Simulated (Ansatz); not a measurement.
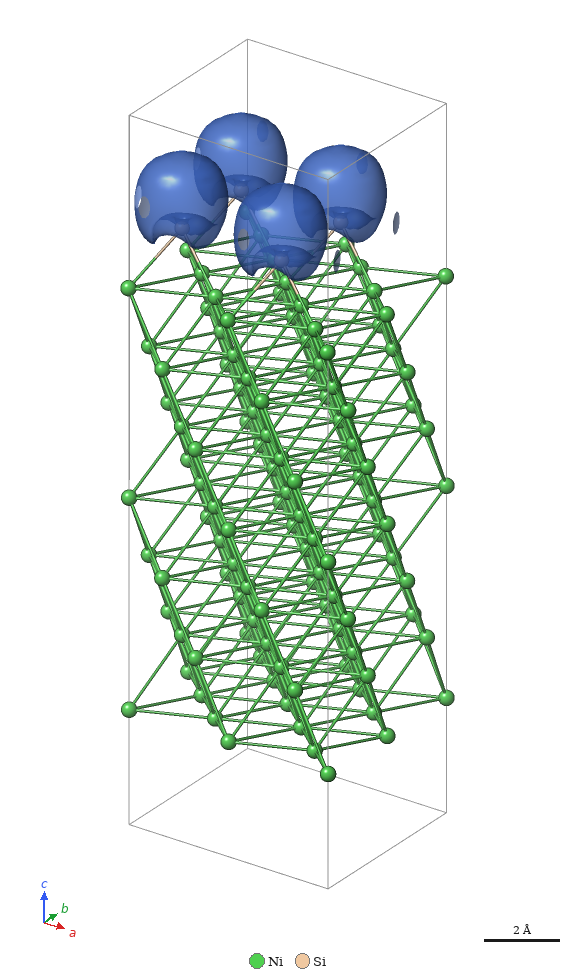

*SiNi21 (slab). Isosurface of the ELF at 0.7 (blue), seen slightly off an axis. Core shells and regions of very low density are left out. Sticks mark near contacts.*

Not relaxed (largest force 0.7 eV/Å); spin-polarised.

Method: DFT LDA, scalar-relativistic, plane waves, PAW (Ansatz).

Core electrons are frozen (PAW), and the valence fields are smoothed inside the atomic spheres.

Q: Describe the localisation domains.

A: At this value the surface marks out one lobe on Si, pointing away from the bonds (non-bonding electrons), counted in one cell of 22 atoms. Counts are for one cell; the picture repeats the cell along the surface.

Values along the shortest contacts:
Si–Ni (2.17 Å): the ELF peaks at about 0.65 in the valence shell of Si, 0.8 Å from its nucleus, and is about 0.45 at the midpoint. Ni–Ni (2.40 Å): the ELF is about 0.25 at the midpoint: no shared electron pair shows on this line.
